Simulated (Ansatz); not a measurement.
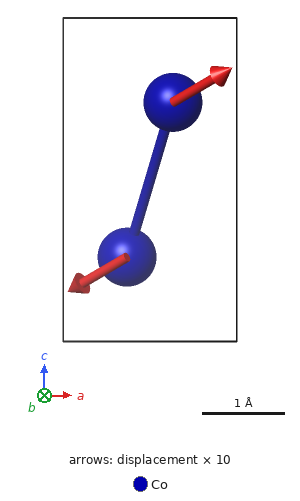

A relaxation of solid Co (set up in P-1). The starting structure is drawn; red arrows show the displacements, 10 times their true length.

The picture is a ball-and-stick view of the cell of the calculation, seen along the b axis.

Case: all atoms moved at random, sigma 0.05 Å for each component; relaxed back.

Computed with DFT PBEsol, scalar-relativistic, plane waves, PAW (Ansatz 0.2.0). (plane-wave cutoff 420 eV; k-point mesh 18 × 18 × 8; occupations gaussian; smearing width 0.15 eV; collinear spin; cell and atoms relaxed; force threshold 0.01 eV/Å; at most 80 steps)

**What did the optimiser do to the structure, and how much energy did it gain?**

After 4 accepted moves (5 points after the start) the energy has fallen by 38.2 meV per atom. Largest force component: 0.79 eV/Å at the start, under 0.0001 eV/Å at the end. Pressure: 2.31 GPa at the start and −0.01 GPa at the end. At 1 point the geometry stayed and the basis and grid were re-selected for the new cell (energy shift of less than 0.05 meV per atom at most each time). The largest moves relative to the cell, 0.098 Å, are those of Co atoms. The drawn cell changes at constant volume: a = b unchanged at 2.456 Å, c 3.969 → 3.971 Å (0.0 %). Among the contacts that change: Co–Co 2.281 → 2.440 Å, Co–Co 2.597 → 2.440 Å, Co–Co 2.522 → 2.440 Å, Co–Co 2.384 → 2.440 Å. The space group (tolerance 0.01 Å) goes from P-1 (No. 2) to P6_3/mmc (No. 194). The run took 10 min on 1 thread of Arm Neoverse V1, on a shared host, peak memory 1.1 GiB.
